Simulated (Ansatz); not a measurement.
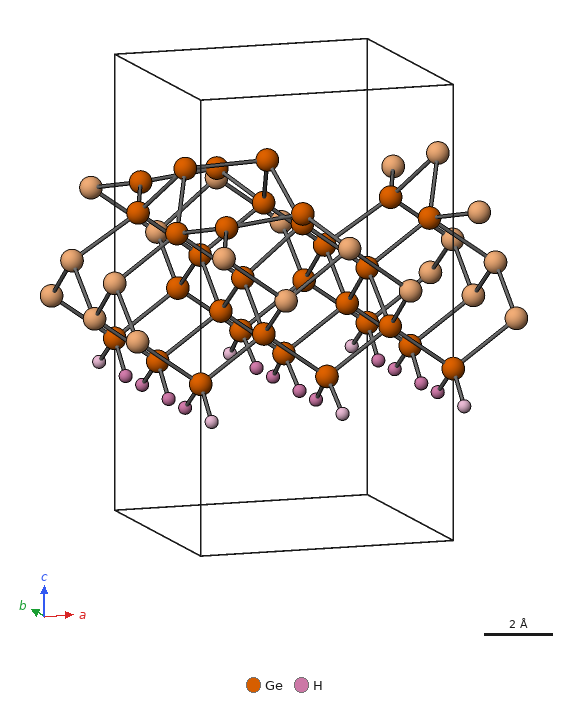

Figure 1. The structure as given in the input (ball-and-stick view of the cell of the calculation, with the vacuum cut short, seen slightly off an axis; neighbours outside the cell are drawn fainter). An atom can appear more than once, as a periodic image.

# Ge$_{5}$H$_{2}$: geometry relaxation (part 1 of 3)

Ge$_{5}$H$_{2}$ (slab, 28 atoms in the cell), computed with DFT LDA, scalar-relativistic, plane waves, PAW, no spin polarisation (Ansatz 0.2.0).

The structure derives from an entry of the Crystallography Open Database. The input holds or restrains some coordinates. Forces given for the steps count only the free coordinates.

## The program's output
```
Engine: ansatz 0.2.0, x86_64-unknown-linux-gnu
Pseudopotentials: kind: paw
Pseudopotential: Ge, paw, valence charge 14, recommended cutoff 420 eV (normal), Ge.paw.azcp
Pseudopotential: H, paw, valence charge 1, recommended cutoff 420 eV (normal), H.paw.azcp
Functional definition: SPW92
  exchange = slater_x
  correlation = pw_c
Crystal: 28 atoms, lattice volume = 1224.896 Å³
Basis set: ecut = 420 eV, 23905 PW (Γ)
Bands: 173, of which v1, the nominal top of the filled ones, is band 144 counted from 1 (143 counted from 0)
Symmetry: 2 space group operations
Space group: Pm (ITA 6), of the structure as read, at distance tolerance 1.1e-4 Å
k-points: 4 of 9 (time reversal used)
Non-local potential: Ge, projectors of the file, l = 0: 2, l = 1: 2, l = 2: 3, l = 3: 1
Non-local potential: H, projectors of the file, l = 0: 2, l = 1: 1
PAW form: soft (Blöchl's): semilocal exchange-correlation on the pseudo side does not see the compensation charge
PAW frozen core: Ge, regenerated for the run's functional, and the local potential with it (the file was generated under x = pbe(κ = 0.804, μ = 0.2195149727645171), c = pbe(β = 0.06672455060314922))
PAW one-centre angular grid: Ge, 590 points (default); XC on 64 Gauss nodes
PAW one-centre angular grid: H, 110 points (default); XC on 64 Gauss nodes
Initial density: superposition of atomic densities (neutral atoms: chi_scale 0, normalization atom), corrected by the library's trained network
Initial wavefunctions: pseudopotential atomic-orbital guess
Functional: x = slater, c = lda
SCF iter   1: F=—  HF=-84431.656363 eV  |F-HF|=—  |Δ(HF+E_count)|=         —  Δρ=5.09e-3  dr2=7.19e-1  ethr=1.77e-3  p=-0.104 e·Å  D=-1.54e-2 V/Å  ΔV_dip=0.30 eV  dr2_dipole=8.54e-2  V_vac-E_F(+/−)=5.10/4.80 eV  ⟨swp⟩=6.0  Hψ=2524  notcnv=0  defer=36
efield: sawtooth ramp at fractional position 0.8615 (placed from the atoms, in the widest stretch of the axis that holds none; the zero of the levels goes with the place), width 0.0400; the density the first Hamiltonian is built on has a dipole p = -0.104 e·Å; the dipole correction subtracts the counter field D = -1.54e-2 V/Å, which shifts the + side's vacuum level by +0.30 eV against the − side's; the planar-averaged density in the ramp window peaks in size at 4.6e-5 e/Å³
preconditioner: auto → LDOS  [metal: Δε(μ)=0.025 eV  Ē_g=21.811 eV  σ=0.050 eV  W_gap=0.27  n_scr=200 (ndim 8)  ℏωp=18.0 eV  f_vac=0.571  D(μ)=14.31/eV (n_scr^D=56)  β→1.0]
SCF iter   2: F=—  HF=-84431.561249 eV  |F-HF|=—  |Δ(HF+E_count)|=   9.51e-2  Δρ=2.47e-3  dr2=2.15e-1  ethr=2.49e-4  p=-0.152 e·Å  D=-2.24e-2 V/Å  ΔV_dip=0.43 eV  dr2_dipole=3.89e-2  V_vac-E_F(+/−)=5.01/4.58 eV  ⟨swp⟩=3.0  Hψ=990  notcnv=0  defer=94
SCF iter   3: F=—  HF=-84431.524631 eV  |F-HF|=—  |Δ(HF+E_count)|=   3.66e-2  Δρ=1.29e-3  dr2=1.55e-1  ethr=7.46e-5  p=-0.093 e·Å  D=-1.38e-2 V/Å  ΔV_dip=0.27 eV  dr2_dipole=4.18e-2  V_vac-E_F(+/−)=4.99/4.73 eV  ⟨swp⟩=4.0  Hψ=1333  notcnv=0  defer=94
SCF iter   4: F=—  HF=-84431.513627 eV  |F-HF|=—  |Δ(HF+E_count)|=   1.10e-2  Δρ=9.96e-4  dr2=8.01e-2  ethr=5.38e-5  p=-0.078 e·Å  D=-1.15e-2 V/Å  ΔV_dip=0.22 eV  dr2_dipole=1.85e-2  V_vac-E_F(+/−)=4.97/4.75 eV  ⟨swp⟩=2.0  Hψ=735  notcnv=0  defer=94
SCF iter   5: F=—  HF=-84431.506680 eV  |F-HF|=—  |Δ(HF+E_count)|=   6.95e-3  Δρ=6.77e-4  dr2=2.91e-2  ethr=2.78e-5  p=-0.061 e·Å  D=-9.01e-3 V/Å  ΔV_dip=0.17 eV  dr2_dipole=5.72e-3  V_vac-E_F(+/−)=4.93/4.75 eV  ⟨swp⟩=2.0  Hψ=878  notcnv=0  defer=94
SCF iter   6: F=—  HF=-84431.503091 eV  |F-HF|=—  |Δ(HF+E_count)|=   3.59e-3  Δρ=4.15e-4  dr2=8.62e-3  ethr=1.01e-5  p=-0.043 e·Å  D=-6.38e-3 V/Å  ΔV_dip=0.12 eV  dr2_dipole=4.71e-4  V_vac-E_F(+/−)=4.90/4.78 eV  ⟨swp⟩=2.0  Hψ=977  notcnv=0  defer=94
SCF iter   7: F=—  HF=-84431.502595 eV  |F-HF|=—  |Δ(HF+E_count)|=   4.96e-4  Δρ=2.83e-4  dr2=3.80e-3  ethr=2.99e-6  p=-0.039 e·Å  D=-5.72e-3 V/Å  ΔV_dip=0.11 eV  dr2_dipole=3.61e-6  V_vac-E_F(+/−)=4.90/4.79 eV  ⟨swp⟩=2.0  Hψ=696  notcnv=0  defer=94
SCF iter   8: F=—  HF=-84431.502226 eV  |F-HF|=—  |Δ(HF+E_count)|=   3.69e-4  Δρ=1.82e-4  dr2=1.39e-3  ethr=1.32e-6  p=-0.041 e·Å  D=-6.06e-3 V/Å  ΔV_dip=0.12 eV  dr2_dipole=4.00e-6  V_vac-E_F(+/−)=4.91/4.79 eV  ⟨swp⟩=1.8  Hψ=687  notcnv=0  defer=94
SCF iter   9: F=—  HF=-84431.502044 eV  |F-HF|=—  |Δ(HF+E_count)|=   1.82e-4  Δρ=9.79e-5  dr2=3.38e-4  ethr=4.82e-7  p=-0.044 e·Å  D=-6.53e-3 V/Å  ΔV_dip=0.13 eV  dr2_dipole=8.26e-7  V_vac-E_F(+/−)=4.92/4.79 eV  ⟨swp⟩=2.0  Hψ=685  notcnv=0  defer=94
SCF iter  10: F=—  HF=-84431.502006 eV  |F-HF|=—  |Δ(HF+E_count)|=   3.76e-5  Δρ=5.67e-5  dr2=9.43e-5  ethr=1.17e-7  p=-0.045 e·Å  D=-6.68e-3 V/Å  ΔV_dip=0.13 eV  dr2_dipole=1.00e-6  V_vac-E_F(+/−)=4.92/4.79 eV  ⟨swp⟩=2.0  Hψ=924  notcnv=0  defer=94
SCF iter  11: F=—  HF=-84431.501996 eV  |F-HF|=—  |Δ(HF+E_count)|=   1.06e-5  Δρ=3.29e-5  dr2=3.88e-5  ethr=3.28e-8  p=-0.045 e·Å  D=-6.60e-3 V/Å  ΔV_dip=0.13 eV  dr2_dipole=1.54e-8  V_vac-E_F(+/−)=4.92/4.79 eV  ⟨swp⟩=2.0  Hψ=1046  notcnv=0  defer=94
SCF iter  12: F=-84431.501984 eV  HF=-84431.501990 eV  |F-HF|=6.82e-6  |Δ(HF+E_count)|=   5.10e-6  Δρ=1.78e-5  dr2=1.05e-5  ethr=7.81e-9  p=-0.044 e·Å  D=-6.48e-3 V/Å  ΔV_dip=0.13 eV  dr2_dipole=1.96e-8  V_vac-E_F(+/−)=4.92/4.79 eV  ⟨swp⟩=19.8  Hψ=6889  notcnv=0
SCF 1 converged in 12 iterations: F = -84431.501984 eV  dr2 = 1.05e-5
  greatest PAW one-centre occupation: 0.998 electrons in one spin orbital (limit 2), on the Ge atom at site 16 (counted from 0), in its partial waves of l = 2
relax step   1: F+E_penalty+E_count = -84431.50198366 eV  Δ(F+E_penalty+E_count) = +0.000e0 eV  max|allowed force component| = 5.745e-1 eV/Å  Δτ_max = 0.0000 Å  (12 SCF iters, dr2 threshold 2.25e-5 eV, accepted)
Initial density: handed on by an earlier stage of this run
Initial wavefunctions: those handed on with the density
iter 1 solved again at ethr=1.09e-5 eV; its pass at ethr=3.10e-3 eV (dr2=3.13e-2 eV) is discarded
SCF iter   1: F=—  HF=-84431.569159 eV  |F-HF|=—  |Δ(HF+E_count)|=         —  Δρ=1.39e-3  dr2=3.29e-2  ethr=1.09e-5  p=-0.044 e·Å  D=-6.48e-3 V/Å  ΔV_dip=0.13 eV  dr2_dipole=7.61e-4  V_vac-E_F(+/−)=4.95/4.83 eV  ⟨swp⟩=2.0  Hψ=1827  notcnv=0  defer=94
efield: sawtooth ramp at fractional position 0.8615 (handed on by an earlier solve), width 0.0400; the density the first Hamiltonian is built on has a dipole p = -0.044 e·Å; the dipole correction subtracts the counter field D = -6.48e-3 V/Å, which shifts the + side's vacuum level by +0.13 eV against the − side's; the planar-averaged density in the ramp window peaks in size at 4.6e-6 e/Å³
preconditioner: auto → LDOS  [metal: Δε(μ)=0.012 eV  Ē_g=21.793 eV  σ=0.050 eV  W_gap=0.14  n_scr=200 (ndim 8)  ℏωp=18.0 eV  f_vac=0.569  D(μ)=15.68/eV (n_scr^D=72)  β→1.0]
SCF iter   2: F=—  HF=-84431.565077 eV  |F-HF|=—  |Δ(HF+E_count)|=   4.08e-3  Δρ=5.92e-4  dr2=9.72e-3  ethr=1.09e-5  p=-0.042 e·Å  D=-6.25e-3 V/Å  ΔV_dip=0.12 eV  dr2_dipole=3.02e-6  V_vac-E_F(+/−)=4.94/4.82 eV  ⟨swp⟩=2.0  Hψ=1184  notcnv=0  defer=94
SCF iter   3: F=—  HF=-84431.564663 eV  |F-HF|=—  |Δ(HF+E_count)|=   4.13e-4  Δρ=4.29e-4  dr2=8.73e-3  ethr=3.38e-6  p=-0.039 e·Å  D=-5.81e-3 V/Å  ΔV_dip=0.11 eV  dr2_dipole=4.15e-4  V_vac-E_F(+/−)=4.94/4.83 eV  ⟨swp⟩=2.0  Hψ=1176  notcnv=0  defer=94
SCF iter   4: F=—  HF=-84431.563950 eV  |F-HF|=—  |Δ(HF+E_count)|=   7.13e-4  Δρ=3.13e-4  dr2=4.41e-3  ethr=3.03e-6  p=-0.039 e·Å  D=-5.74e-3 V/Å  ΔV_dip=0.11 eV  dr2_dipole=2.69e-4  V_vac-E_F(+/−)=4.94/4.83 eV  ⟨swp⟩=2.0  Hψ=698  notcnv=0  defer=94
SCF iter   5: F=—  HF=-84431.563622 eV  |F-HF|=—  |Δ(HF+E_count)|=   3.28e-4  Δρ=1.89e-4  dr2=1.71e-3  ethr=1.53e-6  p=-0.039 e·Å  D=-5.83e-3 V/Å  ΔV_dip=0.11 eV  dr2_dipole=1.37e-4  V_vac-E_F(+/−)=4.94/4.83 eV  ⟨swp⟩=2.0  Hψ=738  notcnv=0  defer=94
SCF iter   6: F=—  HF=-84431.563307 eV  |F-HF|=—  |Δ(HF+E_count)|=   3.15e-4  Δρ=6.93e-5  dr2=2.89e-4  ethr=5.92e-7  p=-0.040 e·Å  D=-5.97e-3 V/Å  ΔV_dip=0.12 eV  dr2_dipole=8.03e-5  V_vac-E_F(+/−)=4.94/4.83 eV  ⟨swp⟩=2.0  Hψ=921  notcnv=0  defer=94
SCF iter   7: F=—  HF=-84431.563278 eV  |F-HF|=—  |Δ(HF+E_count)|=   2.85e-5  Δρ=3.33e-5  dr2=6.63e-5  ethr=1.00e-7  p=-0.042 e·Å  D=-6.19e-3 V/Å  ΔV_dip=0.12 eV  dr2_dipole=2.00e-5  V_vac-E_F(+/−)=4.94/4.82 eV  ⟨swp⟩=2.0  Hψ=941  notcnv=0  defer=94
SCF iter   8: F=—  HF=-84431.563272 eV  |F-HF|=—  |Δ(HF+E_count)|=   6.15e-6  Δρ=1.90e-5  dr2=2.11e-5  ethr=2.30e-8  p=-0.043 e·Å  D=-6.32e-3 V/Å  ΔV_dip=0.12 eV  dr2_dipole=5.02e-6  V_vac-E_F(+/−)=4.95/4.82 eV  ⟨swp⟩=2.0  Hψ=892  notcnv=0  defer=94
SCF iter   9: F=-84431.563262 eV  HF=-84431.563271 eV  |F-HF|=8.55e-6  |Δ(HF+E_count)|=   1.26e-6  Δρ=1.19e-5  dr2=8.54e-6  ethr=7.16e-9  p=-0.043 e·Å  D=-6.36e-3 V/Å  ΔV_dip=0.12 eV  dr2_dipole=1.46e-6  V_vac-E_F(+/−)=4.95/4.82 eV  ⟨swp⟩=19.8  Hψ=6730  notcnv=0
SCF 2 converged in 9 iterations: F = -84431.563262 eV  dr2 = 8.54e-6
relax step   2: F+E_penalty+E_count = -84431.56326247 eV  Δ(F+E_penalty+E_count) = -6.128e-2 eV  max|allowed force component| = 5.278e-2 eV/Å  Δτ_max = 0.0920 Å  (9 SCF iters, dr2 threshold 2.06e-5 eV, accepted)
SCF iter   1: F=—  HF=-84431.566024 eV  |F-HF|=—  |Δ(HF+E_count)|=         —  Δρ=3.33e-4  dr2=1.50e-3  ethr=5.96e-6  p=-0.043 e·Å  D=-6.36e-3 V/Å  ΔV_dip=0.12 eV  dr2_dipole=1.68e-5  V_vac-E_F(+/−)=4.94/4.82 eV  ⟨swp⟩=2.0  Hψ=1026  notcnv=0  defer=94
efield: sawtooth ramp at fractional position 0.8615 (handed on by an earlier solve), width 0.0400; the density the first Hamiltonian is built on has a dipole p = -0.043 e·Å; the dipole correction subtracts the counter field D = -6.36e-3 V/Å, which shifts the + side's vacuum level by +0.12 eV against the − side's; the planar-averaged density in the ramp window peaks in size at 4.9e-6 e/Å³
preconditioner: auto → LDOS  [metal: Δε(μ)=0.015 eV  Ē_g=21.782 eV  σ=0.050 eV  W_gap=0.17  n_scr=200 (ndim 8)  ℏωp=18.0 eV  f_vac=0.569  D(μ)=15.22/eV (n_scr^D=64)  β→1.0]
SCF iter   2: F=—  HF=-84431.565796 eV  |F-HF|=—  |Δ(HF+E_count)|=   2.29e-4  Δρ=1.28e-4  dr2=4.19e-4  ethr=5.20e-7  p=-0.042 e·Å  D=-6.22e-3 V/Å  ΔV_dip=0.12 eV  dr2_dipole=3.25e-6  V_vac-E_F(+/−)=4.94/4.82 eV  ⟨swp⟩=2.0  Hψ=1090  notcnv=0  defer=94
SCF iter   3: F=—  HF=-84431.565740 eV  |F-HF|=—  |Δ(HF+E_count)|=   5.54e-5  Δρ=6.85e-5  dr2=1.78e-4  ethr=1.46e-7  p=-0.042 e·Å  D=-6.16e-3 V/Å  ΔV_dip=0.12 eV  dr2_dipole=3.44e-7  V_vac-E_F(+/−)=4.94/4.82 eV  ⟨swp⟩=2.0  Hψ=1076  notcnv=0  defer=94
SCF iter   4: F=—  HF=-84431.565729 eV  |F-HF|=—  |Δ(HF+E_count)|=   1.08e-5  Δρ=4.54e-5  dr2=7.80e-5  ethr=6.19e-8  p=-0.042 e·Å  D=-6.15e-3 V/Å  ΔV_dip=0.12 eV  dr2_dipole=7.74e-7  V_vac-E_F(+/−)=4.94/4.82 eV  ⟨swp⟩=2.0  Hψ=892  notcnv=0  defer=94
SCF iter   5: F=—  HF=-84431.565951 eV  |F-HF|=—  |Δ(HF+E_count)|=   2.21e-4  Δρ=2.96e-5  dr2=3.15e-5  ethr=2.71e-8  p=-0.041 e·Å  D=-6.12e-3 V/Å  ΔV_dip=0.12 eV  dr2_dipole=3.34e-8  V_vac-E_F(+/−)=4.94/4.82 eV  ⟨swp⟩=2.0  Hψ=892  notcnv=0  defer=94
SCF iter   6: F=—  HF=-84431.565946 eV  |F-HF|=—  |Δ(HF+E_count)|=   4.44e-6  Δρ=1.55e-5  dr2=8.28e-6  ethr=1.10e-8  p=-0.041 e·Å  D=-6.10e-3 V/Å  ΔV_dip=0.12 eV  dr2_dipole=2.25e-7  V_vac-E_F(+/−)=4.94/4.82 eV  ⟨swp⟩=2.0  Hψ=892  notcnv=0  defer=94
SCF iter   7: F=—  HF=-84431.565946 eV  |F-HF|=—  |Δ(HF+E_count)|=   6.09e-7  Δρ=9.29e-6  dr2=3.69e-6  ethr=2.87e-9  p=-0.041 e·Å  D=-6.12e-3 V/Å  ΔV_dip=0.12 eV  dr2_dipole=3.86e-7  V_vac-E_F(+/−)=4.94/4.82 eV  ⟨swp⟩=2.0  Hψ=741  notcnv=0  defer=94
SCF iter   8: F=—  HF=-84431.565945 eV  |F-HF|=—  |Δ(HF+E_count)|=   1.80e-7  Δρ=5.57e-6  dr2=1.65e-6  ethr=1.28e-9  p=-0.042 e·Å  D=-6.13e-3 V/Å  ΔV_dip=0.12 eV  dr2_dipole=2.01e-7  V_vac-E_F(+/−)=4.94/4.82 eV  ⟨swp⟩=2.0  Hψ=724  notcnv=0  defer=94
SCF iter   9: F=—  HF=-84431.565945 eV  |F-HF|=—  |Δ(HF+E_count)|=   1.02e-7  Δρ=3.75e-6  dr2=9.72e-7  ethr=5.72e-10  p=-0.042 e·Å  D=-6.14e-3 V/Å  ΔV_dip=0.12 eV  dr2_dipole=1.33e-7  V_vac-E_F(+/−)=4.94/4.82 eV  ⟨swp⟩=2.0  Hψ=885  notcnv=0  defer=94
SCF iter  10: F=—  HF=-84431.565945 eV  |F-HF|=—  |Δ(HF+E_count)|=   1.04e-7  Δρ=2.08e-6  dr2=2.74e-7  ethr=3.37e-10  p=-0.042 e·Å  D=-6.15e-3 V/Å  ΔV_dip=0.12 eV  dr2_dipole=3.25e-8  V_vac-E_F(+/−)=4.94/4.82 eV  ⟨swp⟩=2.0  Hψ=675  notcnv=0  defer=94
SCF iter  11: F=-84431.565945 eV  HF=-84431.565945 eV  |F-HF|=3.27e-8  |Δ(HF+E_count)|=   2.52e-8  Δρ=1.01e-6  dr2=4.54e-8  ethr=3.47e-11  p=-0.042 e·Å  D=-6.15e-3 V/Å  ΔV_dip=0.12 eV  dr2_dipole=5.37e-9  V_vac-E_F(+/−)=4.94/4.82 eV  ⟨swp⟩=13.8  Hψ=4691  notcnv=0
SCF 3 converged in 11 iterations: F = -84431.565945 eV  dr2 = 4.54e-8
relax step   3: F+E_penalty+E_count = -84431.56594511 eV  Δ(F+E_penalty+E_count) = -2.683e-3 eV  max|allowed force component| = 1.849e-2 eV/Å  Δτ_max = 0.0187 Å  (11 SCF iters, accepted)
```

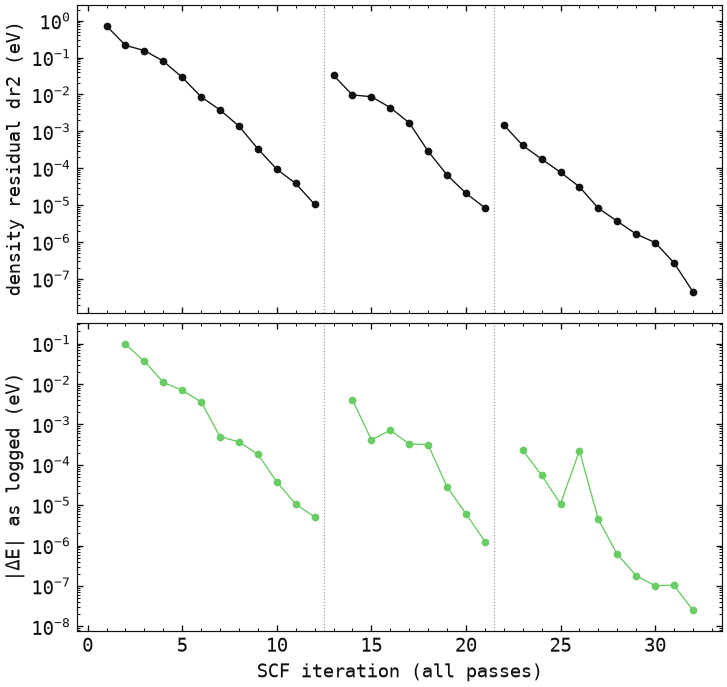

Figure 2. Convergence of the self-consistent field: density residual dr2 and size of the energy change against the SCF iteration. The dotted lines part the SCF passes of the relaxation: geometry steps, rejected trials and re-solves on a re-selected basis. The passes take 12, 9 and 11 iterations.

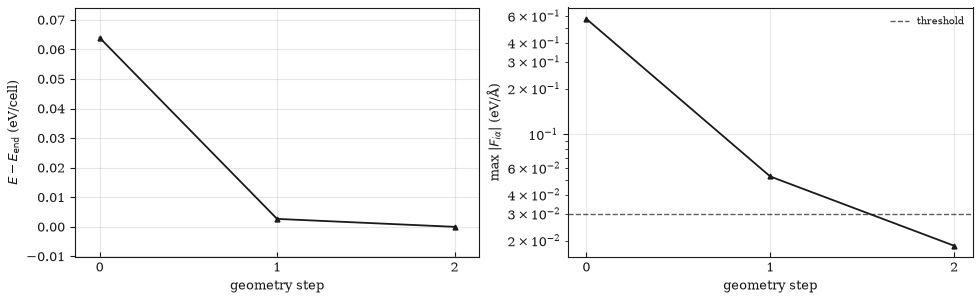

Figure 3. Progress of the restrained relaxation, step by step (the first geometry is step 0 here and step 1 in the log).
